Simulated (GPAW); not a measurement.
# Near-edge structure at the Ga K edge of GaAs (F-43m), part 2 of 2

Aim: the near-edge shape at the Ga K edge of GaAs (F-43m), and what the core hole does to it.

GPAW 26.7.0; X-ray absorption from dipole matrix elements to empty bands, plane-wave PAW PBE.

So far. Step 2 (Ground state of the crystal): The mesh shows a gap of 0.59 eV, so the hole is first treated in a charged cell, without the excited electron. Step 3 (Spectrum without a core hole, Ga atom 2): Main maxima below 30 eV (height): 4.2 eV (1.51), 7.0 eV (1.36), 12.2 eV (1.56), 16.2 eV (1.00) and 21.0 eV (0.98). A K edge sees empty p states on the absorber.

## Step 5: Spectrum with FCH, Ga atom 2

The holes are 5.7 Å apart. In GPAW the data set carries the hole's charge, so charge=0 means a charged cell and charge=-1 a neutral one. The excited electron is left out and a uniform background balances the charge. After the field has converged, empty bands are computed with the density fixed and the dipole matrix elements are summed.

xas.py reads:

```python
import numpy as np
from ase import Atoms
from ase.parallel import parprint, paropen
from gpaw import GPAW, PW, FermiDirac, Mixer, MixerDif, setup_paths
from gpaw.test import gen
setup_paths.insert(0, '.')
gen('Ga', name='fch1s', xcname='PBE', corehole=(1, 0, 1), write_xml=True)
from gpaw.mpi import world
world.barrier()

atoms = Atoms('As4Ga4',
    cell=[[0, 0, 5.6537],
     [5.6537, 0, 0],
     [0, 5.6537, 0]],
    scaled_positions=[[0.75, 0.75, 0.75],
     [0.75, 0.25, 0.25],
     [0.25, 0.25, 0.75],
     [0.25, 0.75, 0.25],
     [0, 0, 0],
     [0, 0.5, 0.5],
     [0.5, 0.5, 0],
     [0.5, 0, 0.5]],
    pbc=True)
atoms.calc = calc = GPAW(legacy_gpaw=True, mode=PW(430, force_complex_dtype=True), xc='PBE', setups={4: 'fch1s'},
    kpts={'size': (3, 3, 3), 'gamma': True}, occupations=FermiDirac(0.02),
    charge=0, mixer=Mixer(0.1, 5, 50), maxiter=150,
    convergence={'density': 0.0001, 'eigenstates': 1e-6}, txt='scf.txt')
energy = atoms.get_potential_energy() + calc.get_reference_energy()
ef = calc.get_fermi_level()
out = dict(energy=energy, fermi=ef, forces=atoms.get_forces().tolist())
parprint(f'all-electron energy {energy:.4f} eV, Fermi level {ef:.4f} eV')
ev = np.array([[calc.get_eigenvalues(k, s) for k in range(len(calc.get_ibz_k_points()))] for s in range(calc.get_number_of_spins())])
out['homo'], out['lumo'], out['counts'] = ev[ev < ef].max(), ev[ev > ef].min(), sorted(set((ev < ef).sum((0, 2)).tolist()))
out['filled'] = (ev[:, 0] < ef).sum(1).tolist()

from ase.units import Ha
from gpaw.xas import dipole_matrix_elements
nb = int(calc.get_number_of_electrons() / 2) + 110
top, nb = nb, nb + 8 + nb // 12
nscf = calc.fixed_density(kpts={'size': (4, 4, 4), 'gamma': True}, nbands=nb,
    convergence={'bands': top, 'eigenstates': 5e-3}, maxiter=60, txt='nscf.txt')
cell = atoms.cell.array
ops = [cell.T @ U.T @ np.linalg.inv(cell.T) for U in nscf.wfs.kd.symmetry.op_scc]
filled = [16]  # bands filled in the ground state, by spin
E = np.arange(-6, 34, 0.1)
fwhm = np.interp(E, [4, 25], [1.82, 3.5])
Y, X, zero, highest = 0, 0, 1e9, 1e9
for spin in range(nscf.get_number_of_spins()):
    wfs = nscf.wfs
    mine = wfs.bd.get_slice()  # this rank's bands
    A = dipole_matrix_elements(wfs.setups[4])
    eps = np.zeros((wfs.kd.nibzkpts, nb))
    d = np.zeros((3, A.shape[1], wfs.kd.nibzkpts, nb), complex)
    for kpt in wfs.kpt_u:
        if kpt.s == spin and 4 in kpt.P_ani:
            eps[kpt.k, mine] = kpt.eps_n * Ha
            d[:, :, kpt.k, mine] = (kpt.weight * wfs.nspins / 2) ** 0.5 * np.inner(A, kpt.P_ani[4])
    world.sum(eps)
    world.sum(d)
    T = np.einsum('amkn,bmkn->abkn', d, d.conj()).real
    T = sum(np.einsum('ai,ijkn,bj->abkn', R, T, R) for R in ops) / len(ops)
    empty = np.ones_like(eps, bool) & (np.arange(nb) >= filled[spin])
    zero, highest = min(zero, eps[empty].min()), min(highest, eps[:, top - 1].min())
    lines = [(eps, T, empty)] if spin == 0 else lines + [(eps, T, empty)]
for eps, T, empty in lines:
    f = np.einsum('aakn->akn', T).reshape(3, -1)
    x = eps.ravel() - zero
    w = np.interp(x, E, fwhm) / 2.35482
    g = np.exp(-0.5 * ((E[:, None] - x) / w) ** 2) / (w * (2 * np.pi) ** 0.5)
    Y = Y + (f * empty.ravel()) @ g.T
    X = X + (f * ~empty.ravel()) @ g.T
out.update(E=E.round(2).tolist(), xas=Y.tolist(), xes=X.tolist(), zero=zero, valid=highest - zero, nk=len(eps), nb=nb)
for i in range(0, len(E), 10):
    parprint(f'{E[i]:7.2f}', *(f'{v:10.3e}' for v in Y[:, i]))
import json
with paropen('out.json', 'w') as f:
    json.dump(out, f)
```

Command:

```bash
$ OMP_NUM_THREADS=1 mpirun -n 4 gpaw python xas.py
```

Numbers of over 12 decimals in the logs are rounded to 6 here.

Log:

```text
Input parameters:
  convergence: {density: 0.0001,
                eigenstates: 1e-06}
  kpts: {gamma: True,
         size: (3, 3, 3)}
  maxiter: 150
  mixer: {backend: pulay,
          beta: 0.1,
          method: separate,
          nmaxold: 5,
          weight: 50}
  mode: {ecut: 430.0,
         force_complex_dtype: True,
         name: pw}
  occupations: {fixmagmom: False,
                name: fermi-dirac,
                width: 0.02}
  setups: {4: fch1s}
  xc: PBE

Initialize ...

[... PAW data sets ...]

Reference energy: -447141.146738  # eV

Spin-paired calculation

[... convergence settings ...]
Symmetries present (total): 24
  [... symmetry matrices ...]

27 k-points: 3 x 3 x 3 Monkhorst-Pack grid
4 k-points in the irreducible part of the Brillouin zone
       k-points in crystal coordinates                weights
   0:     0.00000000    0.00000000    0.00000000          1/27
   1:     0.33333333    0.00000000    0.00000000          6/27
   2:     0.33333333    0.33333333    0.00000000         12/27
   3:     0.33333333    0.33333333    0.33333333          8/27

Wave functions: Plane wave expansion
  Cutoff energy: 430.000 eV
  Number of coefficients (min, max): 3659, 3743
  Pulay-stress correction: 0.000000 eV/Ang^3 (de/decut=0.000000)
  Using FFTW library
  Wavefunction extrapolation:
    Improved wavefunction reuse through dual PAW basis

Occupation numbers: Fermi-Dirac:
  width: 0.0200  # eV

Eigensolver
   Davidson(niter=2)

Densities:
  Coarse grid: 28*28*28 grid
  Fine grid: 56*56*56 grid
  Total Charge: 1.000000

Density mixing:
  Method: separate
  Backend: pulay
  Linear mixing parameter: 0.1
  old densities: 5
  Width of damping distribution: 1.1
  Damping of long wavelength oscillations: 50

[... Hamiltonian set-up ...]
Number of atoms: 8
Number of atomic orbitals: 32
Number of bands in calculation: 24
Number of valence electrons: 32
Bands to converge: occupied

... initialized

Initializing position-dependent things.

Density initialized from atomic densities
Creating initial wave functions:
  24 bands from LCAO basis set

                    As
           As
         Ga
             As
              Ga
                  As
                Ga
       Ga

Atomic positions and initial magnetic moments

Positions:
   0 As     4.240275    4.240275    4.240275    ( 0.0000,  0.0000,  0.0000)
   1 As     1.413425    1.413425    4.240275    ( 0.0000,  0.0000,  0.0000)
   2 As     1.413425    4.240275    1.413425    ( 0.0000,  0.0000,  0.0000)
   3 As     4.240275    1.413425    1.413425    ( 0.0000,  0.0000,  0.0000)
   4 Ga     0.000000    0.000000    0.000000    ( 0.0000,  0.0000,  0.0000)
   5 Ga     2.826850    2.826850    0.000000    ( 0.0000,  0.0000,  0.0000)
   6 Ga     2.826850    0.000000    2.826850    ( 0.0000,  0.0000,  0.0000)
   7 Ga     0.000000    2.826850    2.826850    ( 0.0000,  0.0000,  0.0000)

Unit cell:
           periodic     x           y           z      points  spacing
  1. axis:    yes    0.000000    0.000000    5.653700    28     0.2019
  2. axis:    yes    5.653700    0.000000    0.000000    28     0.2019
  3. axis:    yes    0.000000    5.653700    0.000000    28     0.2019

  Lengths:   5.653700   5.653700   5.653700
  Angles:   90.000000  90.000000  90.000000

Effective grid spacing dv^(1/3) = 0.2019

iter:   1   -48.444283
iter:   2   -47.486590   -2.16  -0.77
iter:   3   -46.681294   -1.51  -0.85
iter:   4   -46.656663   -2.63  -1.08
iter:   5   -46.677907   -2.92  -1.39
iter:   6   -46.664998   -3.30  -1.82
iter:   7   -46.663339c  -3.40  -2.23
iter:   8   -46.661877c  -5.21  -2.34
iter:   9   -46.661998c  -3.98  -2.52
iter:  10   -46.661262c  -5.10  -2.54
iter:  11   -46.661177c  -5.42  -2.97
iter:  12   -46.661177c  -6.04c -3.54
iter:  13   -46.661174c  -7.04c -3.62
iter:  14   -46.661174c  -8.07c -3.94
iter:  15   -46.661176c  -7.71c -3.98
iter:  16   -46.661176c  -7.26c -4.19c

Converged after 16 iterations.

Dipole moment: (-0.000000, -0.000000, -0.000000) |e|*Ang

Energy contributions relative to reference atoms: (reference = -447141.146738)

Kinetic:        +72.979226
Potential:      -78.924190
External:        +0.000000
XC:             -40.782602
Entropy (-ST):   -0.000695
Local:           +0.066739
SIC:             +0.000000
--------------------------
Free energy:    -46.661523
Extrapolated:   -46.661176

Showing only first 2 kpts
 Kpt  Band  Eigenvalues  Occupancy
  0    14      4.86204    1.96511
  0    15      4.86204    1.96511
  0    16      5.00059    0.10467
  0    17      6.35856    0.00000

  1    14      3.87251    2.00000
  1    15      3.87251    2.00000
  1    16      6.33209    0.00000
[...]
Fermi level: 4.94267

Gap: 0.139 eV
Transition (v -> c):
  (s=0, k=0, n=15, [0.00, 0.00, 0.00]) -> (s=0, k=0, n=16, [0.00, 0.00, 0.00])
No difference between direct/indirect transitions

Forces in eV/Ang:
  0 As   -0.03065   -0.03065   -0.03065
  1 As    0.03065    0.03065   -0.03065
  2 As    0.03065   -0.03065    0.03065
  3 As   -0.03065    0.03065    0.03065
  4 Ga   -0.00000   -0.00000   -0.00000
  5 Ga   -0.00000    0.00000   -0.00000
  6 Ga    0.00000    0.00000   -0.00000
  7 Ga    0.00000    0.00000   -0.00000
Scalar-relativistic atomic PBE calculation for Ga (Gallium, Z=31)
Core hole in 1s state (1s occupation: 1.0)
600 radial gridpoints.
|------------------------------------------------|
|------------------------------------------------|
[... the atom generator's iteration count ...]

Energy contributions:
-------------------------
Kinetic:    +1582.696000
XC:           -66.183414
Potential:  -3077.448795
-------------------------
Total:      -1560.936209

state      eigenvalue         ekin         rmax
-----------------------------------------------
1s^1.0 :  -389.489147   491.277840        0.032
2s^2.0 :   -49.683385    97.080870        0.179
2p^6.0 :   -44.278459    95.840630        0.142
3s^2.0 :    -6.370658    22.110120        0.549
3p^6.0 :    -4.569804    20.074579        0.544
3d^10.0:    -1.425937    15.061013        0.502
4s^2.0 :    -0.719303     2.623253        1.733
4p^1.0 :    -0.414984     1.688292        2.088
-----------------------------------------------
(units: Bohr and Hartree)

Generating PAW setup
Kinetic energy of the core from tauc = 1590.66774801384
Cutoffs:
rc(s)=2.200
rc(p)=2.200
rc(d)=2.200
rc(vbar)=1.980
rc(comp)=2.200
rc(nct)=2.200

Kinetic energy of the core states: 1575.761202
Charge: 1.0
Core electrons: 27.0
Valence electrons: 3.0
Pseudo-core charge: 1.204949
Shape function alpha=2.066
Pseudo-electron charge 4.635910
state    eigenvalue         norm
--------------------------------
4s(2) :    -0.719303     1.202912
*s    :     0.280697
4p(1) :    -0.414984     1.025137
*p    :     0.585016
*d    :     0.000000
--------------------------------

Diagonalizing with gridspacing h=0.050

state   all-electron     PAW
-------------------------------
4s:      -0.719303    -0.719529
4p:      -0.414984    -0.415179
*d:                   -0.111571
*f:                   -0.022852
-------------------------------
all-electron energy -447187.8079 eV, Fermi level 4.9427 eV
[...]
31.00  1.382e-07  1.382e-07  1.382e-07
  32.00  1.428e-07  1.428e-07  1.428e-07
  33.00  1.400e-07  1.400e-07  1.400e-07
```

It took 20 s on 4 MPI ranks of Intel Xeon Platinum 8488C (Sapphire Rapids), shared host; peak memory 0.25 GiB.

The Ga K spectrum, Ga atom 2, full core hole (charged cell) (energy from the lowest empty level; intensity scaled to a mean of 1 over the first 20 eV):

```csv
E (eV),intensity
-2.0,0.00
-0.5,0.02
1.0,0.41
2.5,1.21
4.0,1.86
5.5,1.46
7.0,1.03
8.5,0.91
10.0,0.89
11.5,1.19
13.0,1.16
14.5,0.85
16.0,0.64
17.5,0.73
19.0,0.79
20.5,0.76
22.0,0.76
23.5,0.72
25.0,0.71
26.5,0.75
28.0,0.78
29.5,0.82
```

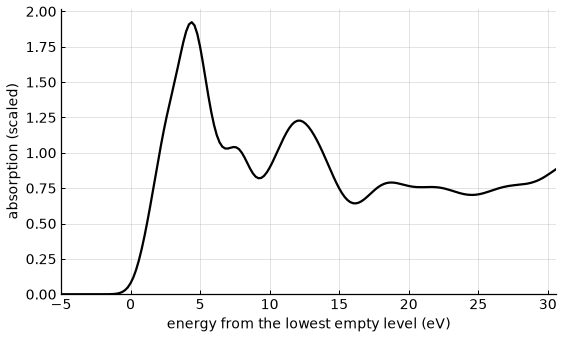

The Ga K edge, Ga atom 2, full core hole (charged cell): main maxima at 4.4, 12.2 and 18.8 eV.

Main maxima below 30 eV (height): 4.4 eV (1.92), 12.2 eV (1.23) and 18.8 eV (0.79). 

## Step 6: With and without the hole

Both curves are counted from their own zero, so only the shift of weight within the empty states shows.

```csv
E (eV),no hole,FCH
-2.0,0.00,0.00
-1.0,0.01,0.00
0.0,0.06,0.08
1.0,0.28,0.41
2.0,0.57,0.95
3.0,1.02,1.43
4.0,1.49,1.86
5.0,1.33,1.75
6.0,1.19,1.20
7.0,1.36,1.03
8.0,1.07,1.00
9.0,0.82,0.83
10.0,0.94,0.89
11.0,1.23,1.10
12.0,1.55,1.23
13.0,1.38,1.16
14.0,0.92,0.96
15.0,0.84,0.75
16.0,0.99,0.64
17.0,0.94,0.69
18.0,0.77,0.77
19.0,0.76,0.79
20.0,0.89,0.77
21.0,0.98,0.76
22.0,0.91,0.76
23.0,0.78,0.74
24.0,0.70,0.71
25.0,0.72,0.71
26.0,0.79,0.73
27.0,0.85,0.76
28.0,0.89,0.78
29.0,0.90,0.79
30.0,0.92,0.84
```

With each curve scaled to its own mean, the area from −2 to 6 eV with the hole is 7.1 against 5.3, and the centre of weight from −1 to 20 eV moves by -0.8 eV: the hole pulls the absorber's empty states down.

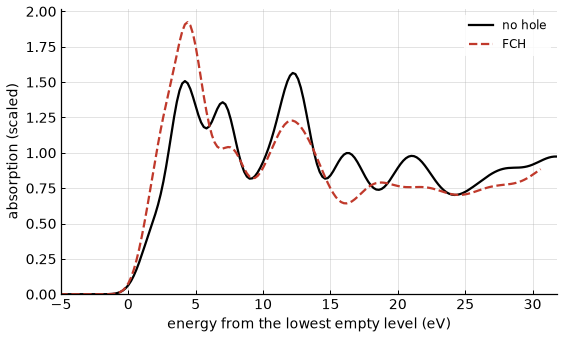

The Ga K edge with and without the core hole, each from its own zero; the highest intensity below 24 eV lies at 4.4 eV with the hole.

## Step 7: Results

```json
{
  "absorber and edge": "Ga K, atom 2 of the ground-state input (counted from 1)",
  "surroundings": "4 As at 2.45 Å (tetrahedral, site symmetry -43m)",
  "highest intensity below 24 eV": "4.4 eV above the zero, height 1.92"
}
```

The Ga K edge of atom 2, with 4 As at 2.45 Å (tetrahedral, site symmetry -43m), has its highest intensity of the first 24 eV at 4.4 eV above the zero, 1.9 times the mean level of the first 20 eV (Gaussian full width 1.82 eV up to 4 eV, rising linearly to 3.5 eV at 25 eV). With each curve scaled to its own mean, the area from −2 to 6 eV with the hole is 7.1 against 5.3, and the centre of weight from −1 to 20 eV moves by -0.8 eV: the hole pulls the absorber's empty states down. The script folds with a Gaussian, whereas the core hole's own line is a Lorentzian, so the onset is too steep and the first peak too high. The holes are only 5.7 Å apart, so the shape is probably not converged with cell size; no larger cell was run here. The structure is a published determination, not relaxed.

[Banner, clock and machine lines of the logs are left out without a mark of their own.]

[Logs are printed without paths, hosts, clocks, repeated set-up lines and the standing remarks that a program may print on its own settings, such as how far it seeks lower states.]

[Hosts, paths, dates, database ids (printed as entryN), source tags and the programs' standing remarks are cut or masked in the printed files.]

[Lists of maxima count a maximum above −3 eV only where it reaches 4 % of the highest in the window and stands out from its surroundings by 2 % of it (1.5 % where it reaches 55 %); shoulders and weaker maxima are passed over, and of the rest the first, up to two pre-edge ones and the few strongest are named.]
